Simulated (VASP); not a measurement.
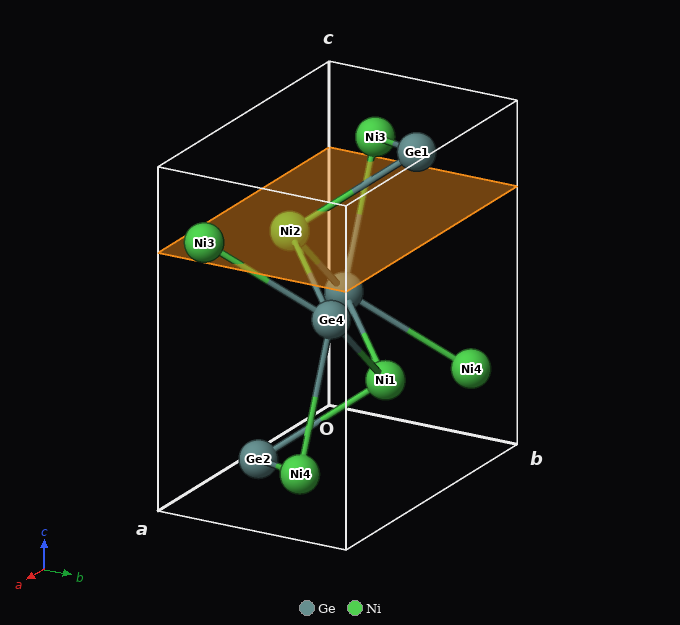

For NiGe, an entry of the Crystallography Open Database, as set up for an electronic-structure calculation: the shaded plane is a symmetry element of the crystal. The drawing is computed from the coordinates (standard cell, symmetry found to 0.002 Å).

a = 5.381 Å, b = 3.428 Å, c = 5.811 Å, α = 90.00°, β = 90.00°, γ = 90.00°.

| atom | x | y | z |
| --- | --- | --- | --- |
| Ge1 | 0.3120 | 0.7500 | 0.9170 |
| Ge2 | 0.6880 | 0.2500 | 0.0830 |
| Ge3 | 0.1880 | 0.2500 | 0.4170 |
| Ge4 | 0.8120 | 0.7500 | 0.5830 |
| Ni1 | 0.4950 | 0.7500 | 0.3100 |
| Ni2 | 0.5050 | 0.2500 | 0.6900 |
| Ni3 | 0.0050 | 0.2500 | 0.8100 |
| Ni4 | 0.9950 | 0.7500 | 0.1900 |

> Is it a mirror or a glide plane, and what is the operation?

It is a glide plane with glide vector (1/2, 0, 0), parallel to (0 0 1), through (1/2, 1/2, 3/4): x, y, z → x+1/2, y, −z+3/2.

> Onto which atom does it carry each atom (up to whole multiples of a, b and c)?

Ge1 → Ge4, Ge2 → Ge3, Ge3 → Ge2, Ge4 → Ge1, Ni1 → Ni4, Ni2 → Ni3, Ni3 → Ni2, Ni4 → Ni1.

> What is the crystal's space group?

Pnma (No. 62).
